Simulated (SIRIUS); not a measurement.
## A series of single points on SiC

System: SiC (2 atoms in the cell).
Method: Kohn-Sham DFT of a periodic cell, PBEsol, dojo-sr-pbesol-0.4.1-standard, no spin polarisation (SIRIUS 7.10.0).

The 7 runs differ only in the geometry, by an even scaling of the cell at fixed fractional positions. The structure derives from an entry of the Crystallography Open Database.

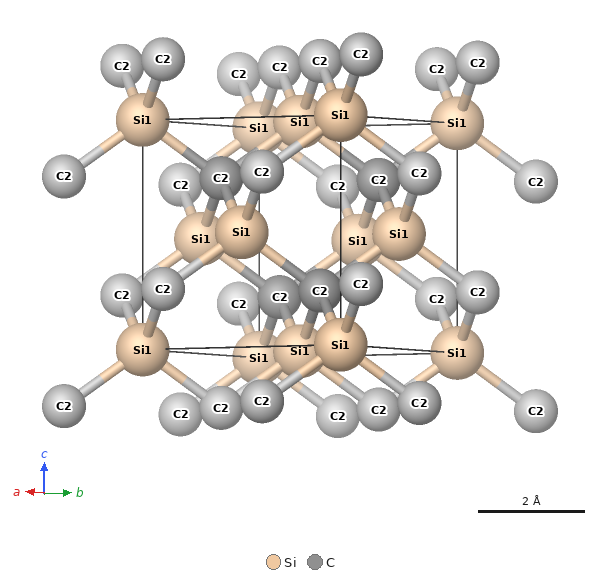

Figure 1. The structure of run 4 (ball-and-stick view of the cell 4 times as large as that of the calculation, set on its symmetry axes, seen at an oblique angle; neighbours outside the cell are drawn fainter; atoms are numbered from 1 in the order of the input). An atom can appear more than once, as a periodic image.

### Input of run 4
```
{
  "control": {
    "processing_unit": "cpu",
    "verbosity": 2,
    "num_bands_to_print": 10,
    "print_forces": true,
    "print_stress": true
  },
  "parameters": {
    "electronic_structure_method": "pseudopotential",
    "xc_functionals": ["XC_GGA_X_PBE_SOL", "XC_GGA_C_PBE_SOL"],
    "gk_cutoff": 9.1,
    "pw_cutoff": 18.2,
    "ngridk": [10, 10, 10],
    "shiftk": [0, 0, 0],
    "smearing": "fermi_dirac",
    "smearing_width": 0.0018374661,
    "num_bands": 10,
    "num_mag_dims": 0,
    "num_dft_iter": 100,
    "energy_tol": 1e-08,
    "density_tol": 1e-06
  },
  "iterative_solver": {
    "type": "davidson",
    "min_tolerance": 1e-09,
    "tolerance_scale": [0.1, 0.25]
  },
  "mixer": {
    "type": "anderson",
    "beta": 0.7,
    "max_history": 8
  },
  "settings": {
    "tol_ne": 1e-10,
    "pseudo_grid_cutoff": 6.5
  },
  "unit_cell": {
    "lattice_vectors": [
      [0.0, 0.707106781187, 0.707106781187],
      [0.707106781187, 0.0, 0.707106781187],
      [0.707106781187, 0.707106781187, 0.0]
    ],
    "lattice_vectors_scale": 5.8233258895,
    "atom_coordinate_units": "lattice",
    "atom_types": ["Si", "C"],
    "atom_files": {
      "C": "C.json",
      "Si": "Si.json"
    },
    "atoms": {
      "Si": [
        [0.0, 0.0, 0.0]
      ],
      "C": [
        [0.75, 0.75, 0.75]
      ]
    }
  }
}
```

Command:
```bash
upf_to_json C.upf
upf_to_json Si.upf
OMP_NUM_THREADS=1 sirius.scf --input=sirius.json --output=out.json --task=0
```

Lattice vectors (Å) and fractional positions of run 4:
```
   0.000000    2.179000    2.179000
   2.179000    0.000000    2.179000
   2.179000    2.179000    0.000000
Si  0.000000  0.000000  0.000000
C   0.750000  0.750000  0.750000
```

Run 3 has the same physical settings and fractional positions; its lattice vectors (Å) are:
```
   0.000000    2.164375    2.164375
   2.164375    0.000000    2.164375
   2.164375    2.164375    0.000000
```

### Results, with one run withheld

```csv
run,volume per atom (Å³),"free energy per atom, from the lowest run given (meV)",pressure (GPa),gap on the mesh (eV)
1,9.725,28.03,15.22,1.18
2,9.932,11.98,9.60,1.20
3,10.139,?,?,?
4,10.346,0.00,−0.13,1.24
5,10.553,2.85,−4.33,1.26
6,10.760,10.86,−8.13,1.27
7,10.967,23.57,−11.59,1.29
```

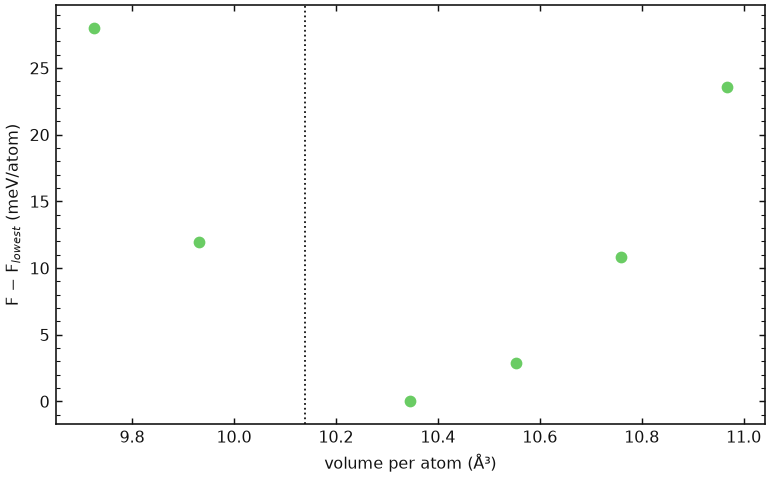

Figure 2. Free energy per atom of the runs given; the dotted line marks run 3.

Estimate the energy of run 3 from the others.

A cubic polynomial in V^(−2/3) (the Birch–Murnaghan form), fitted to the 6 runs given, misses them by under 0.01 meV per atom. With x = V^(−2/3) − 0.21036 Å⁻², it reads F = 0.033036 − 214.46 x + 3.6082e+05 x² − 1.2692e+05 x³ (meV per atom). At run 3 it gives 2.85 meV per atom, and the run itself gives 2.85. The slope of the fit gives a pressure −dF/dV of 4.56 GPa there, and the run prints 4.50 GPa. The two needn't agree exactly: the fit is approximate, and the printed stress is taken on a finite basis. The fit has its minimum at 10.343 Å³ per atom, where V d²F/dV² gives 220 GPa: the bulk modulus at this level, since symmetry fixes the shape and the positions. The gap on the mesh goes, without turning, from 1.18 eV in run 1 to 1.29 eV in run 7; run 3 has 1.22 eV. These are gaps of this functional on this mesh, which can miss the band edges; they aren't the measured gap.

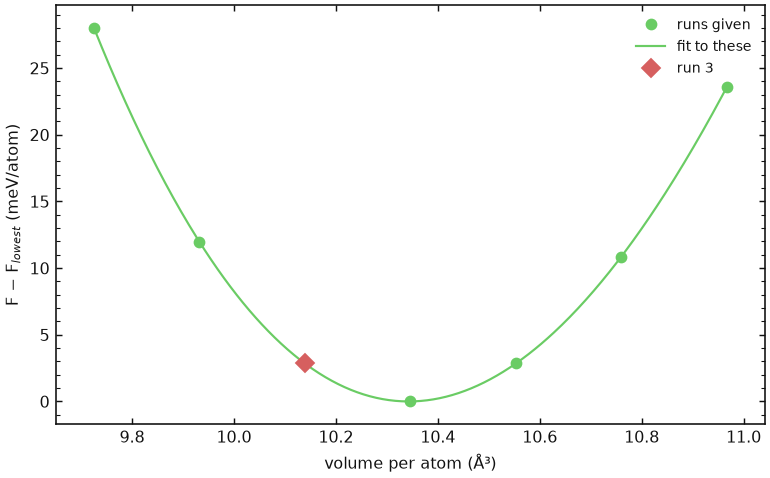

Figure 3. The fit and the withheld run.

### Some lines of the output (run 3)
```
[...]
[find] Total energy                   :     -10.25590714 (Ha),     -20.51181427 (Ry)
[find] Free energy (E-TS)             :     -10.25590714 (Ha),     -20.51181428 (Ry)
[find] band gap (eV)                  :       1.22234817
[find] Efermi                         :       0.37946817
[find] Total energy                   :     -10.25590715 (Ha),     -20.51181430 (Ry)
[find] Free energy (E-TS)             :     -10.25590715 (Ha),     -20.51181430 (Ry)
[find] band gap (eV)                  :       1.22232704
[find] Efermi                         :       0.37946936
[find] Free energy (E-TS)             :     -10.25590715 (Ha),     -20.51181431 (Ry)
[find] band gap (eV)                  :       1.22231278
[find] Efermi                         :       0.37946977
[find] band gap (eV)                  :       1.22229693
[find] Efermi                         :       0.37947006
[find] band gap (eV)                  :       1.22229927
```
